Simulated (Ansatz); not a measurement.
# Run report: HfN, geometry relaxation (part 2 of 2)

HfN (4 atoms in the cell); DFT PBEsol, scalar-relativistic, plane waves, PAW, no spin polarisation (Ansatz 0.2.0); cutoff 420 eV, 18×18×10 k-mesh, Gaussian smearing of 0.1 eV. The structure derives from a Materials Project entry. It belongs to a series of runs on one base structure; here: biaxial strain in the a-b plane, c and atoms relaxed: +6.0 %.

Geometry of the input (Å; fractional positions):
```
3.3154  0.0000  0.0000
-1.6577  2.8712  0.0000
0.0000  0.0000  5.1969
Hf 0.6667  0.3333  0.7500
Hf 0.3333  0.6667  0.2500
N  0.0000  0.0000  0.0000
N  0.0000  0.0000  0.5000
```

### Log, continued
```
relax step   7: F+E_penalty+E_count = -31959.80173940 eV  Δ(F+E_penalty+E_count) = +2.582e-5 eV  max|allowed force component| = 3.932e-17 eV/Å  Δτ_max = 0.0000 Å  P = -21.351 GPa  Ω = 50.240 Å³  energy of the carried Pulay correction = -2.958e-5 eV  fix = [a, b, gamma]  reactions: a -32.027, b -32.027 GPa  (3 SCF iters, dr2 threshold 3.09e-8 eV, accepted)
iter 1 solved again at ethr=1.81e-8 eV; its pass at ethr=3.10e-3 eV (dr2=1.12e-5 eV) is discarded
SCF iter   1: F=—  HF=-31959.801742 eV  |F-HF|=—  |Δ(HF+E_count)|=         —  Δρ=5.55e-6  dr2=1.24e-8  ethr=1.81e-8  ⟨swp⟩=4.1  Hψ=55208  notcnv=0
SCF iter   2: F=—  HF=-31959.801766 eV  |F-HF|=—  |Δ(HF+E_count)|=   2.43e-5  Δρ=3.35e-6  dr2=6.27e-9  ethr=2.00e-11  ⟨swp⟩=3.3  Hψ=19129  notcnv=0
SCF iter   3: F=—  HF=-31959.801766 eV  |F-HF|=—  |Δ(HF+E_count)|=   1.33e-9  Δρ=1.49e-6  dr2=1.29e-9  ethr=1.01e-11  ⟨swp⟩=2.1  Hψ=13741  notcnv=0
SCF iter   4: F=—  HF=-31959.801766 eV  |F-HF|=—  |Δ(HF+E_count)|=  8.80e-10  Δρ=4.06e-7  dr2=5.32e-11  ethr=2.08e-12  ⟨swp⟩=2.2  Hψ=13888  notcnv=0
SCF iter   5: F=—  HF=-31959.801766 eV  |F-HF|=—  |Δ(HF+E_count)|=  2.18e-11  Δρ=1.95e-7  dr2=1.22e-11  ethr=1.00e-12  ⟨swp⟩=1.1  Hψ=8449  notcnv=0
SCF iter   6: F=-31959.801766 eV  HF=-31959.801766 eV  |F-HF|=7.28e-12  |Δ(HF+E_count)|=    0.00e0  Δρ=4.31e-8  dr2=1.01e-12  ethr=1.00e-12  ⟨swp⟩=7.3  Hψ=43216  notcnv=0
SCF 8 converged in 6 iterations: F = -31959.801766 eV  dr2 = 1.01e-12
relax step   8: F+E_penalty+E_count = -31959.80176614 eV  Δ(F+E_penalty+E_count) = -2.674e-5 eV  max|allowed force component| = 5.320e-17 eV/Å  Δτ_max = 0.0000 Å  P = -21.351 GPa  Ω = 50.240 Å³  fix = [a, b, gamma]  reactions: a -32.027, b -32.027 GPa  stress off target by 2.50e-3 GPa on what of the cell is left free  SCF on the basis re-selected at this cell (its energy is not comparable with the rows above)  (6 SCF iters)
```

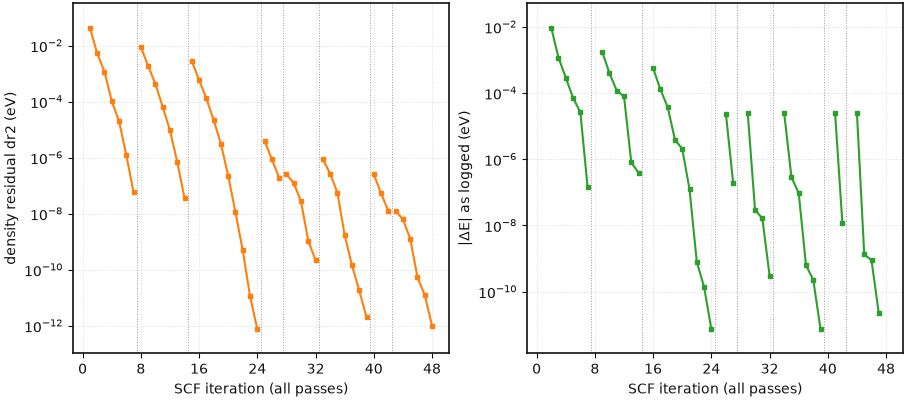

Figure 1. Convergence of the self-consistent field: density residual dr2 and size of the energy change against the SCF iteration. The dotted lines part the SCF passes of the relaxation: geometry steps, rejected trials and re-solves on a re-selected basis. The 8 passes take 3 to 10 iterations each, 48 in all.

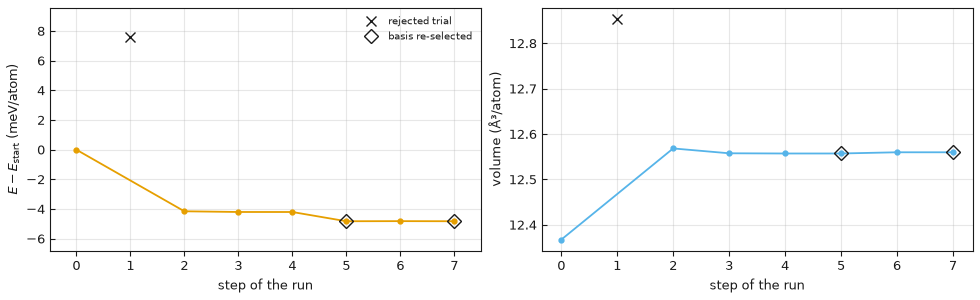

Figure 2. Progress of the relaxation, step by step (the first geometry is step 0 here and step 1 in the log).

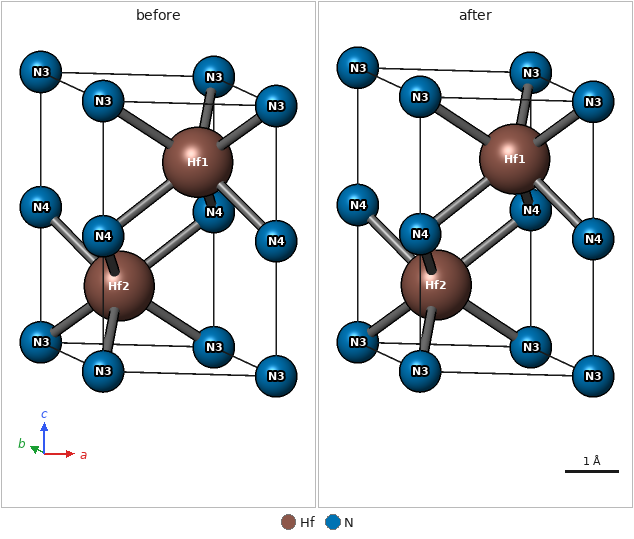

Figure 3. Before (left) and after (right) the relaxation, at one scale (ball-and-stick view of the cell of the calculation, seen slightly off an axis). The atoms keep their places relative to the cell (all moves are under 0.005 Å). The volume changes by +1.6 %, with a = b stay at 3.315 Å, c 5.197 → 5.278 Å (+1.6 %). Among the contacts that change: Hf1–N3 2.313 → 2.325 Å. The space group stays P6_3/mmc (No. 194). Over 5 geometry steps the energy falls by 4.8 meV per atom. All forces vanish by symmetry, so only the cell relaxes. Pressure: −18.22 GPa at the start and −21.35 GPa at the end. The line search rejected the trial step at point 1 (counted from 0) and went back. 1 further SCF at an unchanged geometry re-selected the plane-wave basis for the new cell. The energy change given includes the shifts at the re-selections in mid-walk, which come without any move. A last SCF at the same geometry on a re-selected plane-wave basis shifts the energy by next to nothing (0.0 meV per atom). (Atoms are counted from 1 in the order of the input.)

```
basis re-selected at this cell: Δ(F+E_penalty+E_count) = -2.674e-5 eV, ΔP = +0.000 GPa vs the last step (what re-selecting the basis moved, of the pressure what is left beyond the Pulay correction that the steps carried, after the strain that the cell walked since its last selection, with what the two solves' SCF thresholds leave and, on support functions, any second-order correction that the steps lacked; it is no measure of the basis error at this ecutwfc). This SCF's stress stands 2.50e-3 GPa from its target on what of the cell is left free (relax.cell.stress_tol is 1.50e-2 GPa) and its largest allowed force component is 5.32e-17 eV/Å (relax.f_tol is 8.00e-3 eV/Å): within both
SCF converged after 6 iterations
Free energy (F): -31959.801766 eV
Harris-Foulkes:  -31959.801766 eV  (|F-HF|=7.28e-12)
Internal energy: -31959.799119 eV  (E = F + TS)
E sigma→0 (E₀):  -31959.800443 eV
Entropy (-TS):   -0.002647 eV (-0.662 meV/atom)
Fermi energy:    21.286750 eV
--- Per-component energies (eV) ---
  E_band       = 221.633113
  E_kinetic    = 1099.922326
  E_local      = -9936.760056  (includes V_loc(G=0)·N_el)
  E_nonlocal   = -2387.126331
  E_hartree    = 4659.758468
  E_xc         = -713.216937
  E_vxc        = -682.725718  (∫ρ·V_xc dr)
  E_paw        = -13855.841363  (= ΣΔE_a)
  E_vpaw       = 2808.805846  (= ΣTr[D̂ρ^β])
  E_aug_tail   = 0.000177  (compensation charges beyond the density's cutoff)
  E_ewald      = -10829.093784
  E_core_change = 2.558381  (= ΣΔE_core)
  E_smearing   = -0.002647  (= −TS)
  E_closure    = -0.000000  (closes the sum)
  Σ components = -31959.801766   (vs F -31959.801766, Δ=0.00e0)
--- Forces (eV/Å), atoms counted from 1 ---
  atom   1  Hf    -0.00000000     0.00000000    -0.00000000
  atom   2  Hf     0.00000000     0.00000000     0.00000000
  atom   3  N      0.00000000     0.00000000     0.00000000
  atom   4  N      0.00000000     0.00000000     0.00000000
  max |Σ_I F_I| component: 9.25e-18 eV/Å
--- Stress (GPa, compression-positive) ---
      -32.027191       0.000000      -0.000000
        0.000000     -32.027191      -0.000000
       -0.000000      -0.000000       0.002501
  P = ⅓ Tr σ = -21.3506 GPa (-213.506 kbar)
--- Band table (eV; the first three rows and the last of 222) ---
  k-point 0: bands = ["-41.3211", "-41.2759", "-10.5154", "-9.8071", "-9.8071", "-9.7845", "-9.7288", "-9.7288", "4.6297", "7.3058", "8.7079", "8.7181", "8.7181", "8.7332", "8.7533", "8.7533", "8.7635", "8.7635", "8.7755", "8.7755", "8.7810", "8.8195", "8.8224", "8.8972", "13.2047", "16.4214", "16.4214", "17.7499", "17.7499", "20.3227", "20.9019", "21.9198", "21.9198", "22.0515", "22.3732", "22.3732", "23.0161", "26.8393"]
  k-point 1: bands = ["-41.3200", "-41.2770", "-10.4987", "-9.8052", "-9.8052", "-9.8038", "-9.7307", "-9.7307", "4.6825", "7.2160", "8.7092", "8.7174", "8.7174", "8.7351", "8.7559", "8.7559", "8.7576", "8.7576", "8.7800", "8.7800", "8.7814", "8.8196", "8.8223", "8.8840", "13.3513", "16.4320", "16.4320", "17.6771", "17.6771", "19.8380", "21.0060", "22.0607", "22.0607", "22.4130", "22.4726", "22.4726", "23.0524", "26.7188"]
  k-point 2: bands = ["-41.3168", "-41.2802", "-10.4502", "-9.8594", "-9.7997", "-9.7997", "-9.7363", "-9.7363", "4.8375", "6.9677", "8.7130", "8.7162", "8.7162", "8.7395", "8.7477", "8.7477", "8.7623", "8.7623", "8.7823", "8.7855", "8.7855", "8.8198", "8.8221", "8.8543", "13.7624", "16.4672", "16.4672", "17.4901", "17.4901", "18.9296", "21.2630", "22.4484", "22.4484", "22.7638", "22.7638", "22.9938", "23.1524", "26.0931"]
  k-point 221: bands = ["-41.2716", "-41.2716", "-10.2568", "-10.2568", "-10.1360", "-10.1360", "-9.8497", "-9.8497", "6.4762", "6.4762", "8.7451", "8.7451", "8.7513", "8.7513", "8.7583", "8.7583", "8.7638", "8.7638", "8.7708", "8.7708", "8.8003", "8.8003", "8.8409", "8.8409", "14.4845", "14.4845", "16.8790", "16.8790", "16.9793", "16.9793", "21.6284", "21.6284", "23.4537", "23.4537", "26.1894", "26.1894", "27.0896", "27.0896"]
--- Relaxed structure (6 steps of the walk, 5 accepted, 2 SCFs on fresh bases) ---
  F+E_penalty+E_count = -31959.80176614 eV   max|allowed force component| = 5.320e-17 eV/Å   (the final SCF, on the basis selected at the relaxed cell)
  cell:  # Å, volume = 50.2395 Å³
    - [3.3153697425827517, 2.832651267251939e-111, -3.6237032556054933e-34]
    - [-1.6576848712913759, 2.871194420014938, 4.69901317692302e-34]
    - [-5.680176892440391e-34, 5.225762741045159e-34, 5.277777620286216]
  atoms:
    - { symbol: Hf, position: [0.6666666666666667, 0.33333333333333337, 0.7500000000000001] }
    - { symbol: Hf, position: [0.33333333333333337, 0.6666666666666669, 0.25] }
    - { symbol: N, position: [1.9139126605826518e-35, -5.327782651033822e-36, 0.0] }
    - { symbol: N, position: [1.9878387158969454e-35, -4.454375659061069e-36, 0.5] }
```

### Trajectory as extended XYZ (Å, eV, eV/Å), 8 frames, from step=1 to step=8
```
4
Lattice="3.3154 0.0000 0.0000 -1.6577 2.8712 0.0000 0.0000 0.0000 5.1969" Properties=species:S:1:pos:R:3:forces:R:3 step=1 energy=-31959.78248 pressure_GPa=-18.22
Hf    1.6577    0.9571    3.8976    0.0000   0.0000   0.0000
Hf    0.0000    1.9141    1.2992    0.0000   0.0000   0.0000
N     0.0000    0.0000    0.0000    0.0000   0.0000   0.0000
N     0.0000    0.0000    2.5984    0.0000   0.0000   0.0000
4
Lattice="3.3154 0.0000 0.0000 -1.6577 2.8712 0.0000 0.0000 0.0000 5.4016" Properties=species:S:1:pos:R:3:forces:R:3 step=2 energy=-31959.75209 pressure_GPa=-25.76 accepted=F
Hf    1.6577    0.9571    4.0512    0.0000   0.0000   0.0000
Hf    0.0000    1.9141    1.3504    0.0000   0.0000   0.0000
N     0.0000    0.0000    0.0000    0.0000   0.0000   0.0000
N     0.0000    0.0000    2.7008    0.0000   0.0000   0.0000
4
Lattice="3.3154 0.0000 0.0000 -1.6577 2.8712 0.0000 0.0000 0.0000 5.2813" Properties=species:S:1:pos:R:3:forces:R:3 step=3 energy=-31959.79908 pressure_GPa=-21.54
Hf    1.6577    0.9571    3.9610    0.0000   0.0000   0.0000
Hf    0.0000    1.9141    1.3203    0.0000   0.0000   0.0000
N     0.0000    0.0000    0.0000    0.0000   0.0000   0.0000
N     0.0000    0.0000    2.6407    0.0000   0.0000   0.0000
4
Lattice="3.3154 0.0000 0.0000 -1.6577 2.8712 0.0000 0.0000 0.0000 5.2768" Properties=species:S:1:pos:R:3:forces:R:3 step=4 energy=-31959.79927 pressure_GPa=-21.37
Hf    1.6577    0.9571    3.9576    0.0000   0.0000   0.0000
Hf    0.0000    1.9141    1.3192    0.0000   0.0000   0.0000
N     0.0000    0.0000    0.0000    0.0000   0.0000   0.0000
N     0.0000    0.0000    2.6384    0.0000   0.0000   0.0000
4
Lattice="3.3154 0.0000 0.0000 -1.6577 2.8712 0.0000 0.0000 0.0000 5.2767" Properties=species:S:1:pos:R:3:forces:R:3 step=5 energy=-31959.79928 pressure_GPa=-21.36
Hf    1.6577    0.9571    3.9575    0.0000   0.0000   0.0000
Hf    0.0000    1.9141    1.3192    0.0000   0.0000   0.0000
N     0.0000    0.0000    0.0000    0.0000   0.0000   0.0000
N     0.0000    0.0000    2.6383    0.0000   0.0000   0.0000
4
Lattice="3.3154 0.0000 0.0000 -1.6577 2.8712 0.0000 0.0000 0.0000 5.2767" Properties=species:S:1:pos:R:3:forces:R:3 step=6 energy=-31959.80177 pressure_GPa=-21.31
Hf    1.6577    0.9571    3.9575    0.0000   0.0000   0.0000
Hf    0.0000    1.9141    1.3192    0.0000   0.0000   0.0000
N     0.0000    0.0000    0.0000    0.0000   0.0000   0.0000
N     0.0000    0.0000    2.6383    0.0000   0.0000   0.0000
4
Lattice="3.3154 0.0000 0.0000 -1.6577 2.8712 0.0000 0.0000 0.0000 5.2778" Properties=species:S:1:pos:R:3:forces:R:3 step=7 energy=-31959.80174 pressure_GPa=-21.35
Hf    1.6577    0.9571    3.9583    0.0000   0.0000   0.0000
Hf    0.0000    1.9141    1.3194    0.0000   0.0000   0.0000
N     0.0000    0.0000    0.0000    0.0000   0.0000   0.0000
N     0.0000    0.0000    2.6389    0.0000   0.0000   0.0000
4
Lattice="3.3154 0.0000 0.0000 -1.6577 2.8712 0.0000 0.0000 0.0000 5.2778" Properties=species:S:1:pos:R:3:forces:R:3 step=8 energy=-31959.80177 pressure_GPa=-21.35
Hf    1.6577    0.9571    3.9583    0.0000   0.0000   0.0000
Hf    0.0000    1.9141    1.3194    0.0000   0.0000   0.0000
N     0.0000    0.0000    0.0000    0.0000   0.0000   0.0000
N     0.0000    0.0000    2.6389    0.0000   0.0000   0.0000
```

### Summary

| quantity | value |
| --- | --- |
| outcome | converged |
| space group (tolerance 0.01 Å) | P6₃/mmc (194) |
| electrons treated | 62 |
| free energy | −31959.8018 eV |
| Fermi energy | 21.287 eV |
| gap on the k-point mesh | none (metallic) |
| pressure | −21.35 GPa |
| final volume | 50.24 Å³ |
| largest force (length of the vector) at the end | under 0.001 eV/Å |
| final cell | a = 3.315 Å, b = 3.315 Å, c = 5.278 Å, α = 90.00°, β = 90.00°, γ = 120.00° |
| wall time | 3.1 min |
| peak memory | 0.63 GiB |

Spin–orbit coupling is left out, which matters for Hf.
